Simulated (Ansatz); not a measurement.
**What a change does: single-point calculation on TiO2**

System: TiO2 (P4₂/mnm, 6 atoms in the cell).
Method of the first run: Kohn-Sham DFT of a periodic cell, PBE, JTH PAW, no spin polarisation (Ansatz 0.2.0).

The structure derives from a Materials Project entry. Text and figures count atoms from 1; the logs count them from 0 in places.

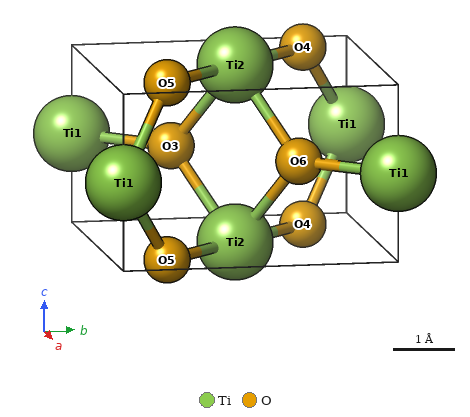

**Figure 1.** The structure as given in the input (ball-and-stick view of the cell of the calculation, seen slightly off an axis; atoms are numbered from 1 in the order of the input).

## The input, the first run
```yaml
crystal:
  lattice:
    - [4.5998373239, 0.0, 0.0]
    - [0.0, 4.5998373239, 0.0]
    - [0.0, 0.0, 2.95921356]
  atoms:
    - { symbol: Ti, position: [0.0, 0.0, 0.5] }
    - { symbol: Ti, position: [0.5, 0.5, 0.0] }
    - { symbol: O, position: [0.30432132, 0.30432132, 0.5] }
    - { symbol: O, position: [0.19567868, 0.80432132, 0.0] }
    - { symbol: O, position: [0.80432132, 0.19567868, 0.0] }
    - { symbol: O, position: [0.69567868, 0.69567868, 0.5] }
hamiltonian:
  xc: pbe
  pseudopotentials: { kind: paw, source: jth }
kpoints:
  mp_grid: { grid: [6, 6, 9] }
scf:
  occupations: { method: fermi_dirac, width: 0.05 }
output:
  forces: true
  stress: true
  eigenvalues: true
  write_density: true
  write_potential: true
  elf: true
  volumetric_format: npy
```

Command:
```bash
ansatz run input.yaml --threads 2 --pin off --max-ram 5120MiB --backend cpu --events-out ev --progress --plain --runs-dir out
```

Hardware: 2 threads of Arm Neoverse V1, 24 GiB of memory available, shared host.

## Output, shortened to warnings, some set-up lines, iterations and results (the first run)
```
Warning: [file] the checks of this Ti dataset prove no rule for summing its radial tables, as where they were carried onto another mesh than they were made on, and Gregory's rule is taken, under which a leading mesh point left out moves its sums only by what lay on the interval it spanned. That does not make them correct, and they differ from Quantum ESPRESSO's on this file; a re-export a …
Warning: [file] the checks of this O dataset prove no rule for summing its radial tables, as where they were carried onto another mesh than they were made on, and Gregory's rule is taken, under which a leading mesh point left out moves its sums only by what lay on the interval it spanned. That does not make them correct, and they differ from Quantum ESPRESSO's on this file; a re-export a fraction …
Basis set: ecut = 1380 eV, 7265 PW (Γ), exchange–correlation on 120×120×72 points (8 copies of the dense FFT grid, shifted against one another)
Symmetry: 16 space group operations
k-points: 50 of 324
Initial density: superposition of atomic densities (chi_scale 0.1, normalization cell, long waves kept (reshape's long-wave potential 0.00 eV rms))
[...]
SCF iter   1: F=—  HF=-7279.412230 eV  |F-HF|=—  |Δ(HF+E_count)|=         —  Δρ=1.38e-1  dr2=1.37e1  ethr=3.10e-3  ⟨swp⟩=5.9  Hψ=7989  notcnv=0
SCF iter   2: F=—  HF=-7277.231228 eV  |F-HF|=—  |Δ(HF+E_count)|=    2.18e0  Δρ=8.97e-2  dr2=3.17e0  ethr=3.10e-3  ⟨swp⟩=4.8  Hψ=3910  notcnv=0  defer=78
SCF iter   3: F=—  HF=-7276.734327 eV  |F-HF|=—  |Δ(HF+E_count)|=   4.97e-1  Δρ=2.91e-2  dr2=3.59e-1  ethr=3.10e-3  ⟨swp⟩=2.9  Hψ=2675  notcnv=0  defer=61
SCF iter   4: F=—  HF=-7276.804770 eV  |F-HF|=—  |Δ(HF+E_count)|=   7.04e-2  Δρ=2.08e-2  dr2=3.22e-1  ethr=7.49e-4  ⟨swp⟩=3.9  Hψ=3387  notcnv=0  defer=46
SCF iter   5: F=—  HF=-7276.766809 eV  |F-HF|=—  |Δ(HF+E_count)|=   3.80e-2  Δρ=1.26e-2  dr2=1.22e-1  ethr=6.70e-4  ⟨swp⟩=2.0  Hψ=1718  notcnv=0  defer=46
SCF iter   6: F=—  HF=-7276.744223 eV  |F-HF|=—  |Δ(HF+E_count)|=   2.26e-2  Δρ=2.85e-3  dr2=6.55e-3  ethr=2.55e-4  ⟨swp⟩=2.1  Hψ=2271  notcnv=0  defer=46
SCF iter   7: F=—  HF=-7276.742998 eV  |F-HF|=—  |Δ(HF+E_count)|=   1.22e-3  Δρ=1.36e-4  dr2=1.14e-5  ethr=1.36e-5  ⟨swp⟩=2.0  Hψ=2291  notcnv=0  defer=46
SCF iter   8: F=—  HF=-7276.743212 eV  |F-HF|=—  |Δ(HF+E_count)|=   2.14e-4  Δρ=4.30e-5  dr2=8.66e-7  ethr=2.37e-8  ⟨swp⟩=2.2  Hψ=2717  notcnv=0  defer=46
SCF iter   9: F=—  HF=-7276.743213 eV  |F-HF|=—  |Δ(HF+E_count)|=   4.14e-7  Δρ=2.17e-5  dr2=3.68e-7  ethr=2.08e-10  ⟨swp⟩=13.9  Hψ=11415  notcnv=0
SCF iter  10: F=-7276.743213 eV  HF=-7276.743213 eV  |F-HF|=6.55e-10  |Δ(HF+E_count)|=   6.14e-8  Δρ=9.60e-7  dr2=4.85e-10  ethr=2.08e-10  ⟨swp⟩=7.3  Hψ=9714  notcnv=0
SCF 1 converged in 10 iterations: F = -7276.743213 eV  dr2 = 4.85e-10
SCF converged after 10 iterations
Free energy (F): -7276.743213 eV
Harris-Foulkes:  -7276.743213 eV  (|F-HF|=6.55e-10)
Internal energy: -7276.743213 eV  (E = F + TS)
E sigma→0 (E₀):  -7276.743213 eV
Fermi energy:    10.131641 eV
--- Per-component energies (eV) ---
  E_band       = -386.831637
  E_kinetic    = 1245.203626
  E_local      = -3356.080555  (includes V_loc(G=0)·N_el)
  E_nonlocal   = 458.863121
  E_hartree    = 1137.045049
  E_xc         = -500.746172
  E_vxc        = -618.341278  (∫ρ·V_xc dr)
  E_paw        = -2667.933003  (= ΣΔE_a)
  E_vpaw       = -390.566776  (= ΣTr[D̂ρ^β])
  E_aug_tail   = -0.000065  (compensation charges beyond the density's cutoff)
  E_ewald      = -3593.095214
  E_smearing   = -0.000000  (= −TS)
  E_closure    = -0.000000  (closes the sum)
  Σ components = -7276.743213   (vs F -7276.743213, Δ=0.00e0)
--- Forces (eV/Å), atoms counted from 1 ---
  atom   1  Ti     0.00000000    -0.00000000     0.00000000
  atom   2  Ti     0.00000000     0.00000000     0.00000000
  atom   3  O     -0.00543075    -0.00543075     0.00000000
  atom   4  O      0.00543075    -0.00543075     0.00000000
  atom   5  O     -0.00543075     0.00543075     0.00000000
  atom   6  O      0.00543075     0.00543075     0.00000000
  max |Σ_I F_I| component: 1.39e-17 eV/Å
--- Stress (GPa, compression-positive) ---
        4.793231       0.000000       0.000000
        0.000000       4.793231       0.000000
        0.000000       0.000000       4.259078
  P = ⅓ Tr σ = 4.6152 GPa (46.152 kbar)
```

The input of the second run differs as follows (lines with − go, lines with + come):
```diff
-  pseudopotentials: { kind: paw, source: jth }
+  pseudopotentials: { kind: paw }
-  mp_grid: { grid: [6, 6, 9] }
+  mp_grid: { grid: [3, 3, 4] }
-  write_density: true
-  write_potential: true
-  elf: true
-  volumetric_format: npy
```

What does this change do to the results?

The total energies belong to different models, so their difference says nothing on which is more stable or more accurate. The pressure goes from 4.62 to 4.29 GPa. The SCF takes 6 iterations against 10. The default cutoff goes from 1380 to 420 eV with the change. The irreducible k-points go from 50 to 9. The plane waves at Γ go from 7265 to 1217. The two runs start from different initial densities, which also moves the count.

## Output, shortened to warnings, some set-up lines, iterations and results (the second run)
```
Basis set: ecut = 420 eV, 1217 PW (Γ), exchange–correlation on 64×64×40 points (8 copies of the dense FFT grid, shifted against one another)
Symmetry: 16 space group operations
k-points: 9 of 36
Initial density: superposition of atomic densities (neutral atoms: chi_scale 0, normalization atom), corrected by the library's trained network
[...]
SCF iter   1: F=—  HF=-7277.272713 eV  |F-HF|=—  |Δ(HF+E_count)|=         —  Δρ=2.01e-3  dr2=1.21e-3  ethr=1.77e-3  ⟨swp⟩=5.3  Hψ=1082  notcnv=0
SCF iter   2: F=—  HF=-7277.273535 eV  |F-HF|=—  |Δ(HF+E_count)|=   8.22e-4  Δρ=1.17e-3  dr2=4.06e-4  ethr=2.52e-6  ⟨swp⟩=2.6  Hψ=512  notcnv=0
SCF iter   3: F=—  HF=-7277.273874 eV  |F-HF|=—  |Δ(HF+E_count)|=   3.40e-4  Δρ=6.08e-4  dr2=1.62e-4  ethr=8.46e-7  ⟨swp⟩=2.4  Hψ=452  notcnv=0
SCF iter   4: F=—  HF=-7277.273965 eV  |F-HF|=—  |Δ(HF+E_count)|=   9.07e-5  Δρ=1.04e-4  dr2=6.21e-6  ethr=3.37e-7  ⟨swp⟩=2.0  Hψ=361  notcnv=0
SCF iter   5: F=—  HF=-7277.273978 eV  |F-HF|=—  |Δ(HF+E_count)|=   1.30e-5  Δρ=2.90e-5  dr2=4.35e-7  ethr=1.29e-8  ⟨swp⟩=2.2  Hψ=419  notcnv=0
SCF iter   6: F=-7277.273978 eV  HF=-7277.273978 eV  |F-HF|=5.60e-8  |Δ(HF+E_count)|=   1.23e-7  Δρ=1.01e-5  dr2=6.57e-8  ethr=2.08e-10  ⟨swp⟩=6.7  Hψ=1095  notcnv=0
SCF 1 converged in 6 iterations: F = -7277.273978 eV  dr2 = 6.57e-8
SCF converged after 6 iterations
Free energy (F): -7277.273978 eV
Harris-Foulkes:  -7277.273978 eV  (|F-HF|=5.60e-8)
Internal energy: -7277.273978 eV  (E = F + TS)
E sigma→0 (E₀):  -7277.273978 eV
Fermi energy:    10.010768 eV
--- Per-component energies (eV) ---
  E_band       = -392.941866
  E_kinetic    = 1246.857140
  E_local      = -3088.979077  (includes V_loc(G=0)·N_el)
  E_nonlocal   = 196.380429
  E_hartree    = 1176.213169
  E_xc         = -492.780968
  E_vxc        = -624.108015  (∫ρ·V_xc dr)
  E_paw        = -2721.879578  (= ΣΔE_a)
  E_vpaw       = -475.521775  (= ΣTr[D̂ρ^β])
  E_aug_tail   = 0.010119  (compensation charges beyond the density's cutoff)
  E_ewald      = -3593.095214
  E_smearing   = -0.000000  (= −TS)
  E_closure    = 0.000000  (closes the sum)
  Σ components = -7277.273978   (vs F -7277.273978, Δ=0.00e0)
--- Forces (eV/Å), atoms counted from 1 ---
  atom   1  Ti     0.00000000    -0.00000000     0.00000000
  atom   2  Ti     0.00000000     0.00000000     0.00000000
  atom   3  O      0.00032589     0.00032589     0.00000000
  atom   4  O     -0.00032589     0.00032589     0.00000000
  atom   5  O      0.00032589    -0.00032589     0.00000000
  atom   6  O     -0.00032589    -0.00032589     0.00000000
  max |Σ_I F_I| component: 1.95e-18 eV/Å
--- Stress (GPa, compression-positive) ---
        4.405711       0.000000       0.000000
        0.000000       4.405711       0.000000
        0.000000       0.000000       4.069770
  P = ⅓ Tr σ = 4.2937 GPa (42.937 kbar)
```

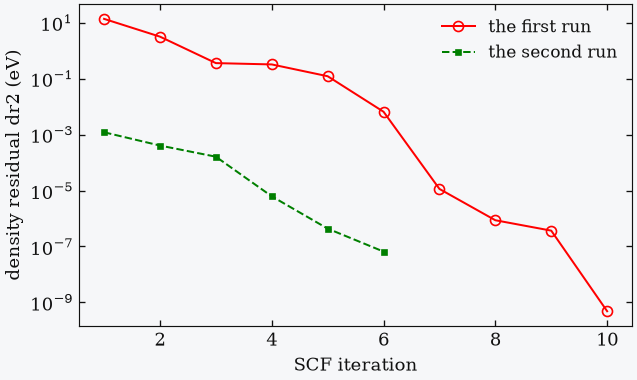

**Figure 2.** Convergence of the two runs: density residual dr2 against the SCF iteration. The first run takes 10 iterations in all, and the second run takes 6.

## The two runs side by side

```csv
quantity,the first run,the second run
outcome,converged,converged
free energy per atom (eV),−1212.7905,−1212.8790
gap on the mesh (eV),1.86,1.86
pressure (GPa),4.62,4.29
largest force (eV/Å),0.008,0.000
SCF iterations,10,6
irreducible k-points,50,9
plane waves at Γ,7265,1217
wall time (shared host),21 s,0.7 s
```
